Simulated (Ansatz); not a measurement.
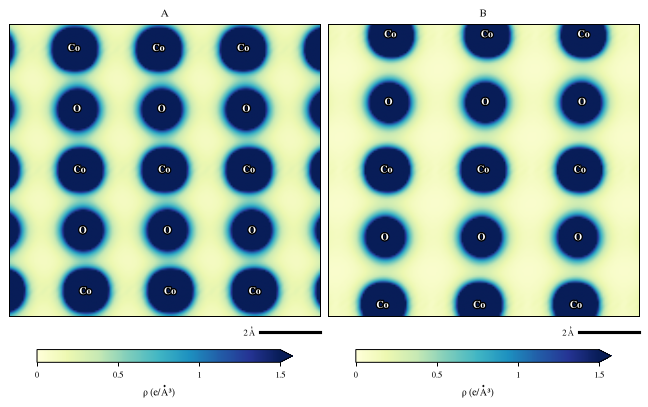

CoO. The valence charge density (pseudo) of two cells that differ in size and shape, on the (101̄) plane of each (indices in the axes of the calculation cell), at one length scale and on one colour scale; one has 8.1 and the other 11.2 Å³ an atom.

The calculation used DFT PBEsol, scalar-relativistic, plane waves, PAW (Ansatz).

Core electrons are frozen (PAW), and the valence fields are smoothed inside the atomic spheres.

The larger cell:

```
CELL_PARAMETERS angstrom
1.56569 0.90395 2.63512
-1.56569 0.90395 2.63512
0.00000 -1.80790 2.63512
ATOMIC_POSITIONS crystal
Co 0.00000 0.00000 0.00000
O 0.50000 0.50000 0.50000
```

The smaller cell: a = 2.797 Å, b = 2.797 Å, c = 2.797 Å, α = 62.22°, β = 62.22°, γ = 62.22°.

Which is the denser cell? Describe the effect of the change.

Panel A is the smaller cell, by 27 % in volume. From the larger cell to the smaller, Co–O goes from 2.24 to 2.01 Å, and the density at its midpoint from 0.33 to 0.55 e/Å³; the pressure goes from −27 to 21 GPa; the largest moment (Co) goes from 2.6 to 1.9 μB.
